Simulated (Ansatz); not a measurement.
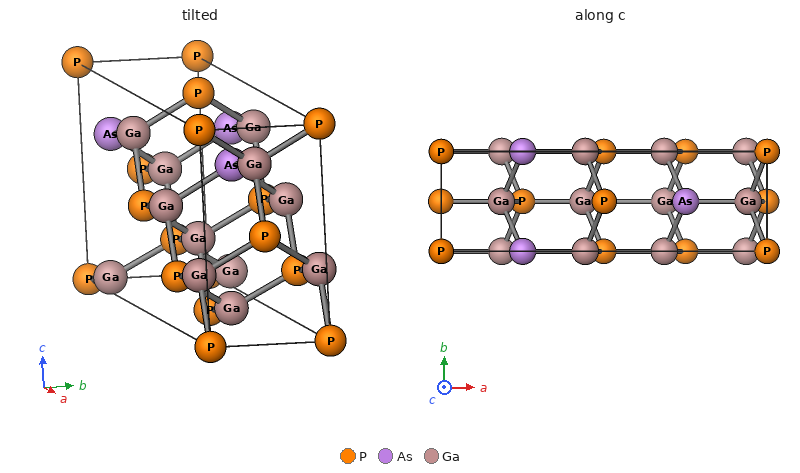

The image is a ball-and-stick drawing of a crystal, viewed slightly off an axis and along the c axis. The conventional unit cell is drawn as a box.

Ga₄AsP₃, space group Cm (No. 8), a = 12.91 Å, b = 3.89 Å, c = 6.74 Å, α = 90.00°, β = 100.05°, γ = 90.00°.

Method used: DFT, PBE0, plane waves, PAW (Ansatz 0.2.0). It ran with a kinetic-energy cutoff of 420 eV, k-points about 0.47 Å⁻¹ apart, no spin polarisation.

### How large a gap does the method give, if there is one?

A semiconductor at this level, with a gap of 2.83 eV, indirect; the smallest direct gap is 2.91 eV.

### What pressure does the calculation give for this cell?

The computed pressure is 0.4 GPa (compressed: it would expand).

Source of the structure: a structure type filled with these elements by a generator (whether the compound takes this form wasn't checked). Earlier steps of the study, as a rule a relaxation of our own, may have changed the cell and positions, so they can lie some per cent off the listed ones. An electronic-structure calculation with Ansatz was run on it.
